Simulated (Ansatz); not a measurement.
# Calculations on BaS

### Vibrations

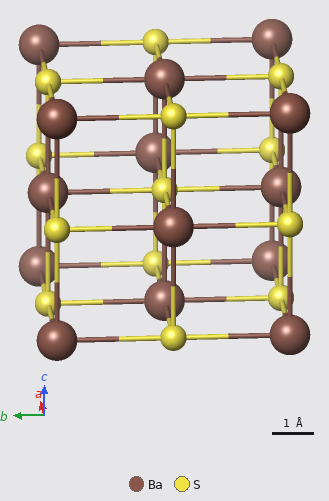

Normal modes of crystalline BaS relaxed at 22 GPa, at the zone centre. Style: ball-and-stick. Shown: the conventional cell (4 times the calculation's cell), from a free direction. Lengths and directions refer to the drawn axes.

All numbers below come from DFT PBEsol, scalar-relativistic, plane waves, PAW in Ansatz 0.2.0.

The input:
```yaml
crystal:
  lattice:
    - [0.0, 2.9002542123, 2.9002542123]
    - [2.9002542123, 0.0, 2.9002542123]
    - [2.9002542123, 2.9002542123, 0.0]
  atoms:
    - { symbol: Ba, position: [0.0, 0.0, 0.0] }
    - { symbol: S, position: [0.5, 0.5, 0.5] }
basis:
  ecutwfc: 420
kpoints:
  mp_grid: { grid: [8, 8, 8] }
hamiltonian:
  xc: pbesol
scf:
  occupations: { method: fixed }
output:
  eigenvalues: true
phonons:
  method: dfpt
  dielectric: true
  rigid_motions: translations
  eigenvectors: true
```

Run as
```bash
ansatz run input.yaml --threads 1 --pin off --max-ram 1228MiB --backend cpu --events-out ev --progress --plain --runs-dir out
```

Frequencies are those without the non-analytic (LO–TO) term.

List the optical modes.

Answer. The calculation's cell holds 2 atoms, so there are 3 optical modes, in 1 level. The optical modes span T₁u. No level is unstable.

```tsv
level	symmetry	frequency (cm⁻¹)	activity
1	T₁u	221	infrared-active
```

The modes drawn as arrows (one member of each degenerate set):

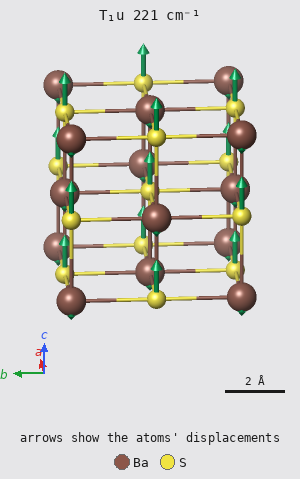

### One mode

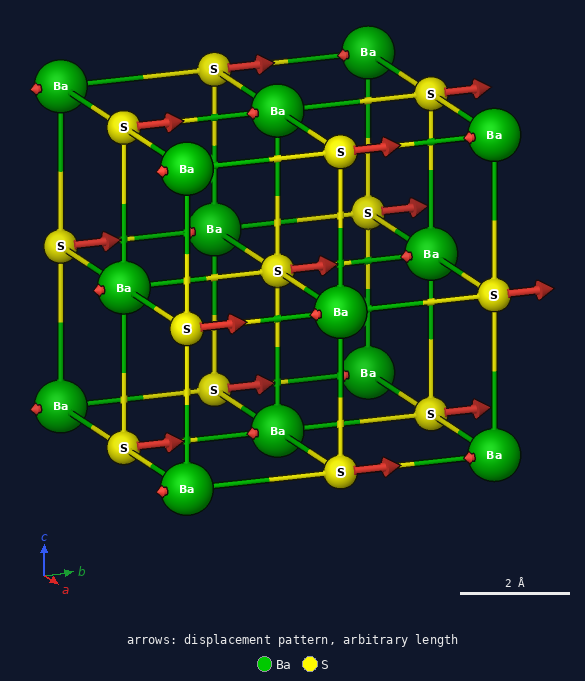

One vibrational mode of a crystal of BaS relaxed at 5 GPa at the zone centre. Displacements are drawn as red arrows; their common scale and sign are arbitrary. A ball-and-stick model of the conventional cell (4 times the calculation's cell), seen slightly off an axis. Lengths and directions refer to the drawn axes.

Level of theory: DFT PBEsol, scalar-relativistic, plane waves, PAW (Ansatz).

Input
```yaml
crystal:
  lattice:
    - [0.0, 3.0742164122, 3.0742164122]
    - [3.0742164122, 0.0, 3.0742164122]
    - [3.0742164122, 3.0742164122, 0.0]
  atoms:
    - { symbol: Ba, position: [0.0, 0.0, 0.0] }
    - { symbol: S, position: [0.5, 0.5, 0.5] }
basis:
  ecutwfc: 420
kpoints:
  mp_grid: { grid: [8, 8, 8] }
hamiltonian:
  xc: pbesol
scf:
  occupations: { method: fixed }
output:
  eigenvalues: true
phonons:
  method: dfpt
  dielectric: true
  rigid_motions: translations
  eigenvectors: true
```

Launched with:
```bash
ansatz run input.yaml --threads 1 --pin off --max-ram 1228MiB --backend cpu --events-out ev --progress --plain --runs-dir out
```

Frequencies are those without the non-analytic (LO–TO) term.

Q: What mode is this, and where does it lie in the spectrum?

A: This is the T₁u mode (triply degenerate; one member of the set is drawn) at 174 cm⁻¹, the only optical level, infrared-active by symmetry. The S sublattice moves against the Ba sublattice, along b; it stretches the shortest Ba–S bonds (3.07 Å); the kinetic energy is shared as S 81 %, Ba 19 %. Its infrared intensity is 19 (D/Å)²/amu for the set. The value is the transverse one; the longitudinal partner lies at 272 cm⁻¹.

### One mode

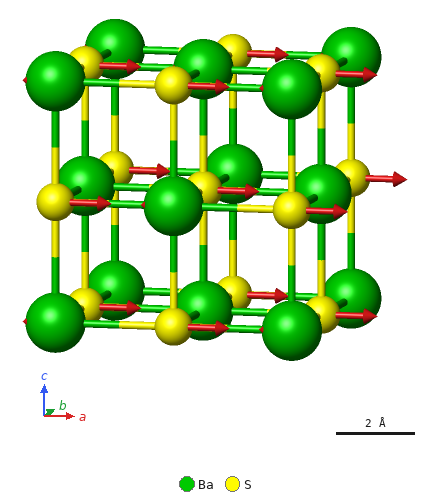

One vibrational mode of solid BaS at 0.98 times its rest volume at the zone centre. The red arrows are the displacements of the atoms (eigenvector over the root of the mass), of arbitrary overall length and sign. The picture is a ball-and-stick view of the conventional cell (4 times the calculation's cell), seen slightly off an axis. Lengths and directions refer to the drawn axes.

Theory: DFT PBEsol, scalar-relativistic, plane waves, PAW in Ansatz. Settings: plane-wave cutoff 420 eV; k-point mesh 8 × 8 × 8; occupations fixed; no spin polarisation.

Frequencies are those without the non-analytic (LO–TO) term.

**Give the symmetry, activity and frequency of this mode.**

This is the T₁u mode (triply degenerate; one member of the set is drawn) at 4.55 THz, the only optical level, infrared-active by symmetry. The S sublattice moves against the Ba sublattice, along a; it stretches the shortest Ba–S bonds (3.14 Å); the kinetic energy is shared as S 81 %, Ba 19 %. Its infrared intensity is 18 (D/Å)²/amu for the set. The value is the transverse one; the longitudinal partner lies at 254 cm⁻¹.

### Softest mode

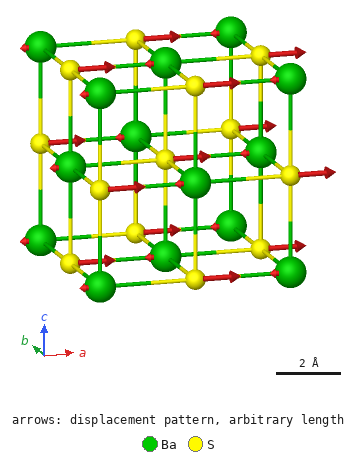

The lowest optical mode of a crystal of BaS, space group Fm-3m (No. 225), at the zone centre. Displacements are drawn as red arrows; their common scale and sign are arbitrary. The picture is a ball-and-stick view of the conventional cell (4 times the calculation's cell), seen slightly off an axis. Lengths and directions refer to the drawn axes.

These are results of Ansatz 0.2.0, DFT PBEsol, scalar-relativistic, plane waves, PAW, not measurements.

Input file:
```yaml
crystal:
  lattice:
    - [0.0, 3.1657615952, 3.1657615952]
    - [3.1657615952, 0.0, 3.1657615952]
    - [3.1657615952, 3.1657615952, 0.0]
  atoms:
    - { symbol: Ba, position: [0.0, 0.0, 0.0] }
    - { symbol: S, position: [0.5, 0.5, 0.5] }
basis:
  ecutwfc: 420
kpoints:
  mp_grid: { grid: [8, 8, 8] }
hamiltonian:
  xc: pbesol
scf:
  occupations: { method: fixed }
output:
  eigenvalues: true
phonons:
  method: dfpt
  dielectric: true
  rigid_motions: translations
  eigenvectors: true
```

Launched with:
```bash
ansatz run input.yaml --threads 1 --pin off --max-ram 1228MiB --backend cpu --events-out ev --progress --plain --runs-dir out
```

Frequencies are those without the non-analytic (LO–TO) term.

Q: Is this crystal at a minimum with respect to the drawn distortion?

A: Yes: this softest mode has a real frequency, and so have all others here. That speaks for this wave vector alone: the rest of the zone wasn't checked in this run. This is the T₁u mode (triply degenerate; one member of the set is drawn) at 145 cm⁻¹, the only optical level, infrared-active by symmetry. The S sublattice moves against the Ba sublattice, along a; it stretches the shortest Ba–S bonds (3.17 Å); the kinetic energy is shared as S 81 %, Ba 19 %. Its infrared intensity is 18 (D/Å)²/amu for the set. The value is the transverse one; the longitudinal partner lies at 249 cm⁻¹.

### Softest mode

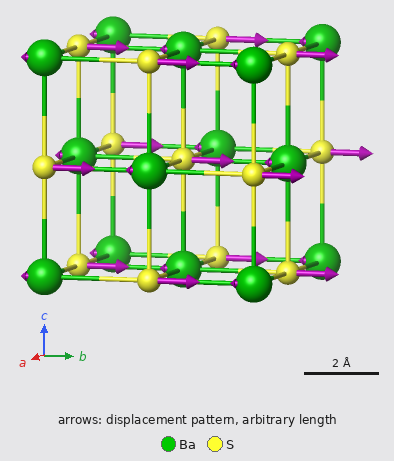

The lowest optical mode of solid BaS relaxed at 11 GPa, space group Fm-3m (No. 225), at the zone centre. The purple arrows are the displacements of the atoms (eigenvector over the root of the mass), of arbitrary overall length and sign. Style: ball-and-stick. Shown: the conventional cell (4 times the calculation's cell), slightly off an axis. Lengths and directions refer to the drawn axes.

Computed with DFT PBEsol, scalar-relativistic, plane waves, PAW (Ansatz 0.2.0). Settings: plane-wave cutoff 420 eV; k-point mesh 8 × 8 × 8; occupations fixed; target pressure 11 GPa; no spin polarisation.

Frequencies are those without the non-analytic (LO–TO) term.

Question: Is this crystal at a minimum with respect to the drawn distortion?

Answer: Yes: this softest mode has a real frequency, and so have all others here. That speaks for this wave vector alone: the rest of the zone wasn't checked in this run. This is the T₁u mode (triply degenerate; one member of the set is drawn) at 196 cm⁻¹, the only optical level, infrared-active by symmetry. The S sublattice moves against the Ba sublattice, along b; it stretches the shortest Ba–S bonds (3.00 Å); the kinetic energy is shared as S 81 %, Ba 19 %. Its infrared intensity is 20 (D/Å)²/amu for the set. The value is the transverse one; the longitudinal partner lies at 292 cm⁻¹.
